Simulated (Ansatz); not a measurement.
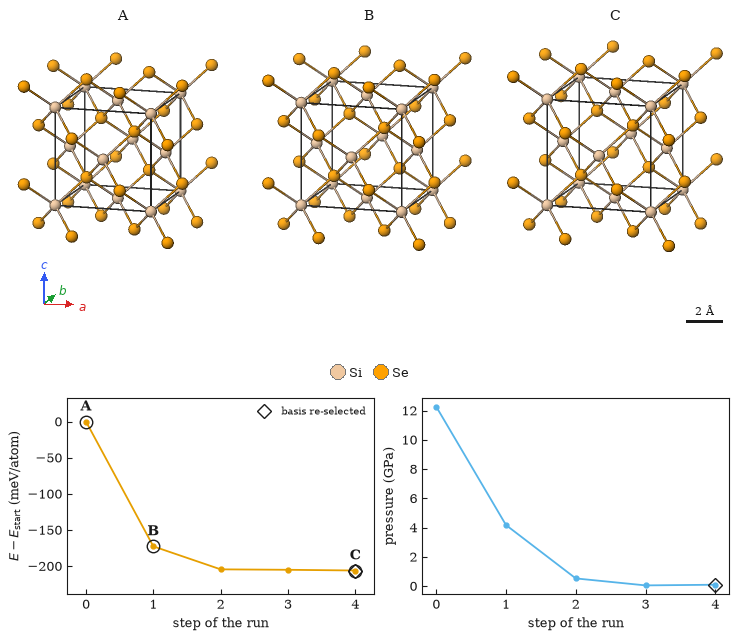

Frames of a relaxation of a crystal of SiSe (built on the zinc blende_216 type) (coarse preliminary run), marked on the history of the run. Style: ball-and-stick. Shown: the conventional cell (4 times the calculation's cell), slightly off an axis. Lengths and directions refer to the drawn axes.

Case: zinc blende type (F-43m, No. 216).

Level of theory: DFT PBE, scalar-relativistic, plane waves, PAW (Ansatz).

Input file:
```yaml
crystal:
  lattice:
    - [0.0, 2.8400277228, 2.8400277228]
    - [2.8400277228, 0.0, 2.8400277228]
    - [2.8400277228, 2.8400277228, 0.0]
  atoms:
    - { symbol: Si, position: [0.0, 0.0, 0.0] }
    - { symbol: Se, position: [0.75, 0.75, 0.75] }
basis:
  ecutwfc: 420
kpoints:
  mp_grid: { grid: [6, 6, 6] }
hamiltonian:
  xc: pbe
scf:
  occupations: { method: gaussian, width: 0.1 }
  lower_state_search: "off"
output:
  forces: true
  stress: true
  eigenvalues: true
relax:
  adjacent_minimum: "off"
  f_tol: 0.04
  max_steps: 70
  cell: { stress_tol: 0.4 }
```

Command:
```bash
ansatz run input.yaml --threads 1 --pin off --max-ram 2560MiB --backend cpu --events-out ev --progress --plain --runs-dir out
```

Question: Describe the path.

Answer: The energy falls by 206 meV per atom in 3 accepted moves (4 points after the start). All forces vanish by symmetry, so only the cell relaxes. Pressure: 12.26 GPa at the start and 0.09 GPa at the end. The SCF was repeated once at an unchanged geometry on a basis and grid sized afresh for the cell, which shifted the energy by 1.0 meV per atom at most. The atoms keep their places relative to the cell (all moves are under 0.005 Å). Cell: a = b = c 5.680 → 6.148 Å (+8.2 %). Volume +26.8 %. Near-neighbour distances that change, for instance: Si1–Se2 2.460 → 2.662 Å. The space group stays F-43m (No. 216). From step 0 to 1: volume +15.3 %, energy −173 meV per atom. From step 1 to 4: volume +9.9 %, energy −33.4 meV per atom.

| step | E − E(0), meV/atom | pressure, GPa | volume, Å³/atom | note |
| --- | --- | --- | --- | --- |
| 0 | 0.00 | 12.26 | 22.907 |  |
| 1 | -172.69 | 4.17 | 26.423 |  |
| 2 | -204.50 | 0.52 | 28.687 |  |
| 3 | -205.11 | 0.05 | 29.044 |  |
| 4 | -206.10 | 0.09 | 29.044 | same geometry, new basis |
